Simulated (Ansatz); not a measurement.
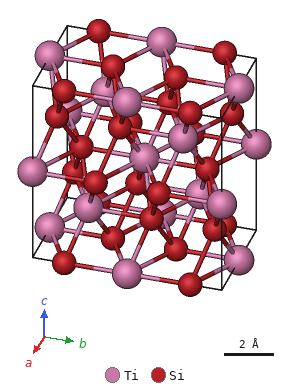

This is the input geometry for a relaxation of a crystal of TiSi₂ (set up in Fddd). A ball-and-stick model of the conventional cell (4 times the calculation's cell), seen from a free direction. Lengths and directions refer to the drawn axes.

All numbers below come from Ansatz, DFT PBEsol, scalar-relativistic, plane waves, PAW.

Input
```yaml
crystal:
  lattice:
    - [0.0, 4.118, 4.2615]
    - [2.3865, 0.0, 4.2615]
    - [2.3865, 4.118, 0.0]
  atoms:
    - { symbol: Ti, position: [0.75, 0.75, 0.75] }
    - { symbol: Ti, position: [0.5, 0.5, 0.5] }
    - { symbol: Si, position: [0.083, 0.417, 0.083] }
    - { symbol: Si, position: [0.417, 0.083, 0.417] }
    - { symbol: Si, position: [0.167, 0.833, 0.167] }
    - { symbol: Si, position: [0.833, 0.167, 0.833] }
basis:
  ecutwfc: 420
kpoints:
  mp_grid: { grid: [10, 10, 10] }
hamiltonian:
  xc: pbesol
scf:
  occupations: { method: gaussian, width: 0.1 }
output:
  forces: true
  stress: true
  eigenvalues: true
relax:
  adjacent_minimum: "off"
  f_tol: 0.005
  max_steps: 80
  cell: { stress_tol: 0.05 }
```

Launched with:
```bash
ansatz run input.yaml --threads 2 --pin off --max-ram 5120MiB --backend cpu --events-out ev --progress --plain --runs-dir out
```

**What does the optimiser find from here?**

The largest moves relative to the cell, 0.026 Å, are those of Si3, Si4, Si5 and Si6. Si5 goes along −b. Ti stays in place. Cell: a 4.773 → 4.762 Å (−0.2 %), b 8.236 → 8.182 Å (−0.7 %), c 8.523 → 8.496 Å (−0.3 %). Volume −1.2 %. Some distances before and after: Ti1–Si3 2.754 → 2.732 Å, Si3–Si5 2.538 → 2.516 Å, Ti1–Ti2 3.194 → 3.180 Å, Ti1–Si3 (another image) 2.743 → 2.751 Å. The space group stays Fddd (No. 70). Over 5 accepted moves (6 points after the start) the energy falls by 2.6 meV per atom. Largest force component: 0.17 eV/Å at the start, under 0.0001 eV/Å at the end. Pressure: −1.76 GPa at the start and 0.00 GPa at the end. At 1 point the geometry stayed and the basis and grid were re-selected for the new cell (energy shift of less than 0.05 meV per atom at most each time).
